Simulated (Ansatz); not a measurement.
**Run report: SnO2, single-point calculation (part 2 of 2)**

Continued. System: SnO2 (slab, 24 atoms in the cell). Method: DFT PBEsol, scalar-relativistic, plane waves, PAW, no spin polarisation (Ansatz 0.2.0); cutoff 420 eV, 8×4×1 k-mesh, Gaussian smearing of 0.05 eV. The structure derives from an entry of the Crystallography Open Database. It belongs to a series of runs on one base structure; here: (1 1 0) slab cut from the bulk.

Geometry of the input (Å; fractional positions):
```
3.2121  0.0000  0.0000
0.0000  6.7443  0.0000
0.0000  0.0000  27.1821
Sn 0.0000  0.5000  0.2759
Sn 0.5000  0.0000  0.2759
O  0.5000  0.3063  0.2759
O  0.5000  0.6937  0.2759
O  0.0000  0.0000  0.3240
O  0.0000  0.5000  0.3519
Sn 0.0000  0.0000  0.4000
Sn 0.5000  0.5000  0.4000
O  0.5000  0.8063  0.4000
O  0.5000  0.1937  0.4000
O  0.0000  0.5000  0.4480
O  0.0000  0.0000  0.4760
Sn 0.0000  0.5000  0.5240
Sn 0.5000  0.0000  0.5240
O  0.5000  0.3063  0.5240
O  0.5000  0.6937  0.5240
O  0.0000  0.0000  0.5721
O  0.0000  0.5000  0.6000
Sn 0.0000  0.0000  0.6481
Sn 0.5000  0.5000  0.6481
O  0.5000  0.8063  0.6481
O  0.5000  0.1937  0.6481
O  0.0000  0.5000  0.6962
O  0.0000  0.0000  0.7241
```

### Output, continued
```
--- Stress (GPa, compression-positive) ---
        0.441675      -0.000000       0.000000
       -0.000000       2.606246       0.000000
        0.000000       0.000000       0.027390
  P = ⅓ Tr σ = 1.0251 GPa (10.251 kbar)
--- Band table (eV; the first three rows and the last of 15) ---
  k-point 0: bands = ["-21.5735", "-20.8462", "-20.8348", "-20.7573", "-20.6864", "-20.6436", "-20.5611", "-20.2155", "-19.9700", "-19.9332", "-19.8911", "-19.8171", "-19.8052", "-19.7682", "-19.7644", "-19.7584", "-19.7469", "-19.6135", "-19.5651", "-19.5329", "-19.5228", "-19.5198", "-19.1105", "-19.0676", "-19.0638", "-19.0295", "-19.0176", "-18.9087", "-18.8344", "-18.8330", "-18.7839", "-18.6883", "-18.5992", "-18.2832", "-18.2675", "-18.0868", "-18.0477", "-18.0220", "-18.0169", "-17.9263", "-17.8988", "-17.8373", "-17.8273", "-17.2074", "-17.1259", "-16.7734", "-16.5693", "-16.3933", "-16.0533", "-15.8817", "-15.7033", "-15.4344", "-15.2243", "-14.5009", "-14.2222", "-13.3859", "-8.1553", "-6.9973", "-6.0391", "-5.3365", "-4.7763", "-4.4442", "-4.4072", "-4.1394", "-4.0107", "-3.7905", "-3.5365", "-3.3177", "-3.0654", "-2.9292", "-2.7395", "-2.6216", "-2.5607", "-2.3062", "-2.2444", "-2.0736", "-2.0241", "-1.9859", "-1.8034", "-1.7431", "-1.6277", "-1.6094", "-1.2773", "-1.2317", "-1.0772", "-1.0485", "-0.9782", "-0.9700", "-0.7341", "-0.4719", "-0.3264", "-0.2762", "-0.2655", "-0.2499", "-0.1956", "-0.0545", "0.3025", "0.4522", "0.5626", "0.5849", "0.9185", "0.9951", "1.4511", "1.4904", "1.5865", "1.6804", "2.5403", "3.9132", "4.4479", "4.6763", "5.0275", "5.3456", "5.6560", "6.1489", "6.3642", "6.7205", "6.8562", "7.1725", "7.6917", "7.6977", "7.8568", "7.8657", "8.5491", "8.5611", "8.6731", "9.3308", "9.4111", "9.7722"]
  k-point 1: bands = ["-21.5384", "-20.8453", "-20.8337", "-20.7573", "-20.6864", "-20.6194", "-20.5564", "-20.2735", "-19.9740", "-19.8911", "-19.8812", "-19.8184", "-19.8056", "-19.7761", "-19.7644", "-19.7538", "-19.7421", "-19.6086", "-19.5718", "-19.5703", "-19.5381", "-19.5198", "-19.0831", "-19.0676", "-19.0588", "-19.0138", "-19.0118", "-18.9058", "-18.8391", "-18.8378", "-18.7839", "-18.6584", "-18.6442", "-18.2831", "-18.2651", "-18.1156", "-18.0859", "-18.0529", "-18.0215", "-18.0174", "-17.9003", "-17.8300", "-17.7652", "-17.3039", "-17.1359", "-16.8204", "-16.5691", "-16.3973", "-16.0579", "-15.8847", "-15.6385", "-15.3095", "-15.1070", "-14.5215", "-14.0784", "-13.4516", "-7.9292", "-6.8138", "-6.1422", "-5.8798", "-5.2984", "-4.7243", "-4.5626", "-4.0643", "-3.9491", "-3.5776", "-3.4794", "-3.2231", "-2.9460", "-2.8331", "-2.7873", "-2.6049", "-2.4729", "-2.3858", "-2.1765", "-2.0800", "-1.9791", "-1.8969", "-1.8444", "-1.7926", "-1.6107", "-1.5886", "-1.3373", "-1.2099", "-1.0683", "-1.0457", "-0.9608", "-0.8608", "-0.7938", "-0.4490", "-0.3963", "-0.3391", "-0.2804", "-0.2353", "0.0227", "0.0427", "0.3056", "0.3325", "0.4786", "0.8803", "0.9130", "1.0150", "1.3593", "1.4248", "1.4535", "1.5869", "2.9864", "4.2065", "4.6005", "4.8398", "5.0292", "5.5205", "5.5830", "5.9424", "6.3327", "6.6638", "6.8906", "6.9562", "7.1528", "7.6654", "7.7403", "7.9263", "8.3792", "8.5233", "8.7117", "9.2467", "9.6559", "9.8990"]
  k-point 2: bands = ["-21.4998", "-20.8443", "-20.8326", "-20.7574", "-20.6864", "-20.6428", "-20.4438", "-20.3976", "-19.9770", "-19.8911", "-19.8197", "-19.8159", "-19.8060", "-19.7865", "-19.7644", "-19.7369", "-19.6932", "-19.6874", "-19.6017", "-19.5777", "-19.5435", "-19.5198", "-19.0888", "-19.0676", "-19.0447", "-19.0057", "-18.9445", "-18.9025", "-18.8455", "-18.8413", "-18.7839", "-18.7411", "-18.5677", "-18.3043", "-18.2829", "-18.2627", "-18.0850", "-18.0583", "-18.0208", "-18.0181", "-17.9017", "-17.8327", "-17.6339", "-17.5316", "-16.9971", "-16.9865", "-16.5410", "-16.4443", "-16.0286", "-15.8719", "-15.4445", "-15.4144", "-14.8494", "-14.6241", "-13.8596", "-13.5797", "-7.3610", "-7.0914", "-6.2260", "-6.2139", "-5.4093", "-5.3784", "-4.4298", "-4.1375", "-3.9730", "-3.6672", "-3.3380", "-3.1030", "-2.9223", "-2.8066", "-2.6132", "-2.5892", "-2.4900", "-2.2840", "-2.1865", "-2.1169", "-2.0367", "-1.8813", "-1.8353", "-1.6572", "-1.5492", "-1.5277", "-1.3972", "-1.3222", "-1.1945", "-1.0539", "-0.8737", "-0.8732", "-0.6962", "-0.6350", "-0.3761", "-0.3463", "-0.3211", "-0.1995", "0.1332", "0.3446", "0.3560", "0.3713", "0.5553", "0.9392", "0.9559", "1.0001", "1.0344", "1.2759", "1.3820", "1.5874", "3.8540", "3.9937", "4.8370", "4.9879", "5.3173", "5.3428", "5.5597", "6.0903", "6.2700", "6.2901", "6.5301", "7.0257", "7.1395", "7.6621", "7.6918", "7.7582", "7.8895", "8.4894", "8.7473", "9.0904", "10.0210", "10.2564"]
  k-point 14: bands = ["-21.7192", "-21.0551", "-20.7819", "-20.7400", "-20.6865", "-20.6172", "-20.5543", "-20.4758", "-20.1483", "-20.0384", "-19.9640", "-19.9079", "-19.7915", "-19.7732", "-19.7555", "-19.7088", "-19.6349", "-19.6231", "-19.5769", "-19.5595", "-19.5381", "-19.5054", "-19.3282", "-19.2104", "-19.0660", "-18.9496", "-18.8992", "-18.8671", "-18.8412", "-18.8229", "-18.7826", "-18.7151", "-18.5138", "-18.2766", "-18.1279", "-18.1170", "-18.0662", "-18.0438", "-17.9220", "-17.8821", "-17.7848", "-17.1184", "-17.0084", "-16.4909", "-16.3978", "-16.2174", "-16.1178", "-15.7777", "-15.3924", "-15.1466", "-15.0834", "-14.5264", "-14.3638", "-13.7859", "-13.6936", "-13.1512", "-7.9097", "-7.1327", "-6.7893", "-6.6628", "-6.3577", "-6.0508", "-6.0291", "-5.6887", "-5.4753", "-5.1250", "-5.0235", "-4.7384", "-4.5591", "-4.1902", "-4.0402", "-3.8937", "-3.7192", "-3.5591", "-3.3717", "-3.1297", "-2.9773", "-2.4926", "-2.3918", "-2.3141", "-2.2817", "-1.8955", "-1.5772", "-1.4539", "-1.2019", "-1.0472", "-0.9121", "-0.9109", "-0.7846", "-0.6628", "-0.4866", "-0.3440", "-0.2325", "-0.1155", "-0.0870", "0.0123", "0.0655", "0.5094", "0.8411", "0.8475", "1.0599", "1.1538", "1.2598", "1.3946", "2.2960", "2.4535", "3.3098", "6.0855", "6.0949", "6.1575", "6.6610", "6.8771", "6.9266", "7.4757", "7.7854", "7.9734", "8.1356", "8.3656", "8.7440", "9.0102", "9.0525", "9.3410", "9.5329", "9.7192", "9.7240", "9.8127", "10.0089", "10.4734"]
```

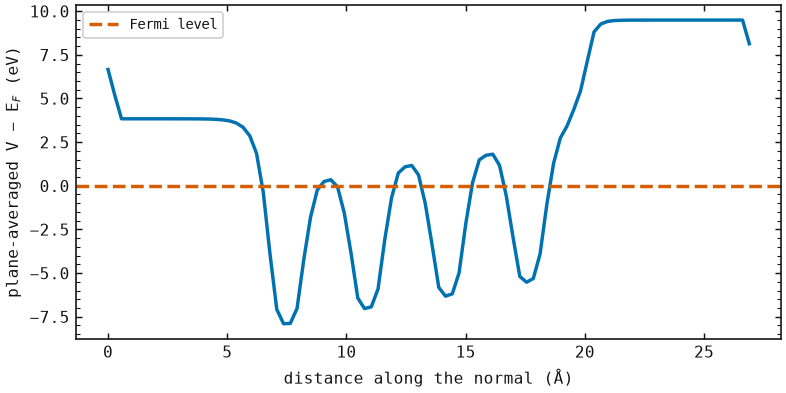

**Figure 1.** Plane average of the electrostatic potential energy of an electron across the cell, from the Fermi level. The vacuum level lies 9.49 eV above the Fermi level on the upper side and 3.84 eV on the lower.

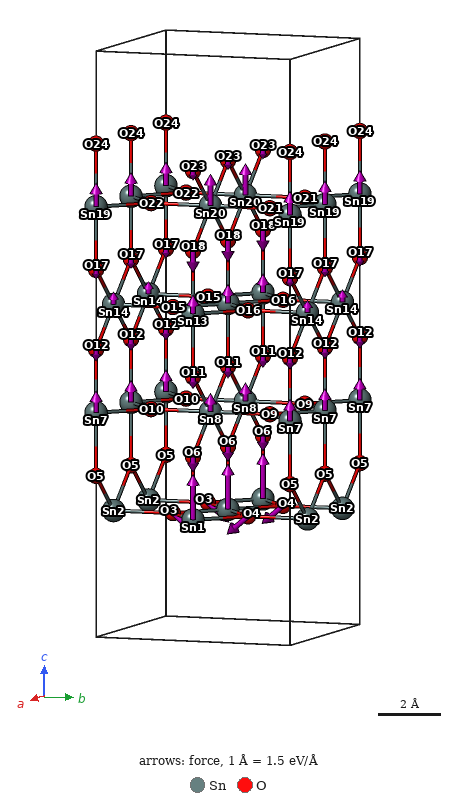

**Figure 2.** Forces on the atoms as pink arrows (ball-and-stick view of the 2 × 1 repeat of the cell, with the vacuum cut short, seen slightly off an axis; atoms are numbered from 1 in the order of the input); the smallest are left out. The largest act on Sn1 (2.26 eV/Å); Sn20 (1.58 eV/Å); O3, O4 (1.47 eV/Å); Sn19 (1.20 eV/Å), among others. The geometry is not a stationary point of this energy.

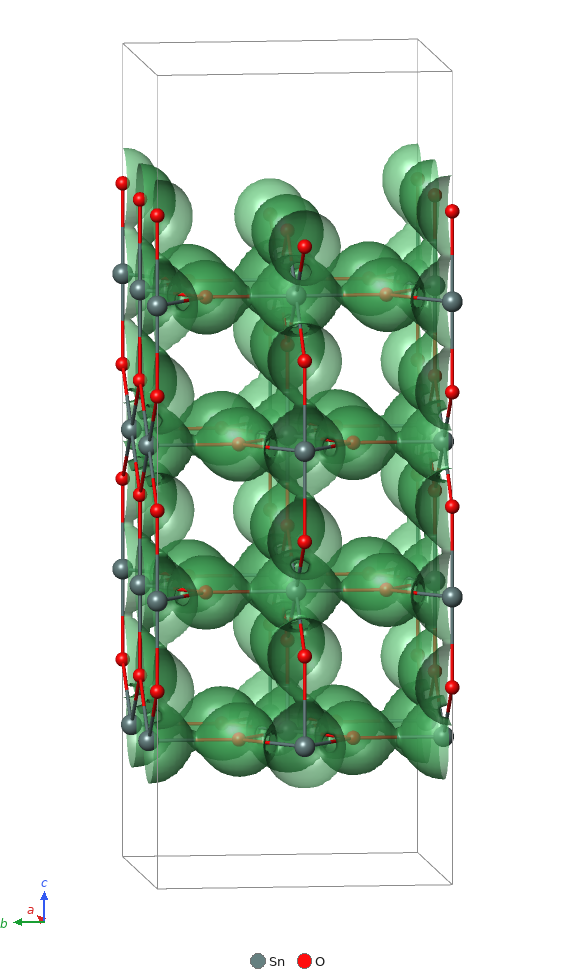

**Figure 3.** Isosurface of the valence pseudo-density at 0.6 e/Å³ (green), seen at an oblique angle. Sticks mark near contacts. At this value the density is joined into sheets; it holds about 80 % of the electrons treated as valence (semicore included). On the grid the lowest density along these lines, outside the cores, is 0.7 e/Å³ (Sn–O, 2.07 Å). Core electrons are frozen (PAW), so the fields are smoothed inside the atomic spheres.

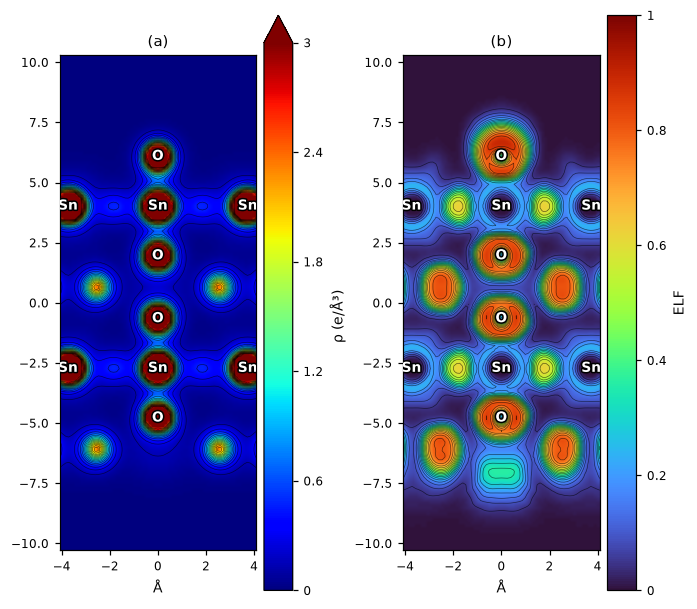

**Figure 4.** (a) valence electron density; (b) electron localisation function on the (110) plane of the calculation cell, a cut from vacuum to vacuum. Atoms in the plane: O and Sn. Sn–O (2.07 Å): the density is about 0.7 e/Å³ at the midpoint; the ELF is about 0.30 at the midpoint; no shared pair; the contact is polar. The density dies away to nearly zero in the vacuum.

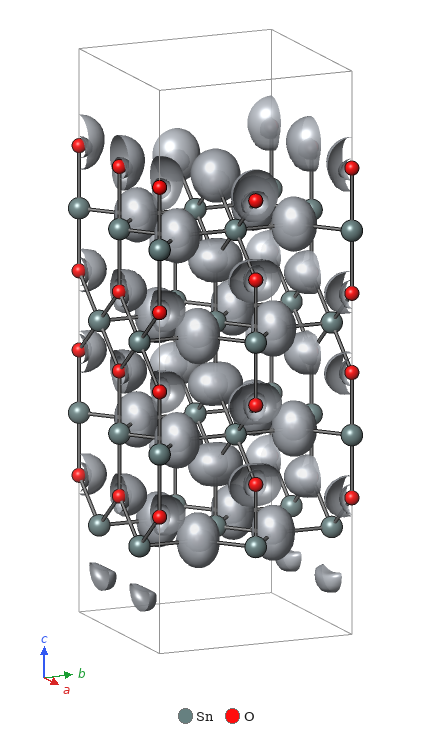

**Figure 5.** Isosurface of the ELF at 0.75 (grey), seen slightly off an axis. Core shells and regions of very low density are left out. Sticks mark near contacts. Values along the shortest contacts: Sn–O (2.07 Å): the ELF is about 0.30 at the midpoint; a polar contact without a shared pair, in a metal.

### Results in brief

| quantity | value |
| --- | --- |
| outcome | converged |
| electrons treated | 208 |
| free energy | −56563.3775 eV |
| work function, top face | 9.49 eV |
| work function, bottom face | 3.84 eV |
| Fermi energy | 1.429 eV |
| gap on the k-point mesh | none (metallic) |
| work function (upper face) | 9.49 eV |
| largest force (length of the vector) | 2.264 eV/Å |
| hardware | 2 threads of Arm Neoverse V1, 24 GiB of memory available, shared host |
| wall time | 2.4 min (CPU time 4.9 min) |
| peak memory | 1.5 GiB |

The program warns: the exchange-correlation potential is rough where the density is thin.
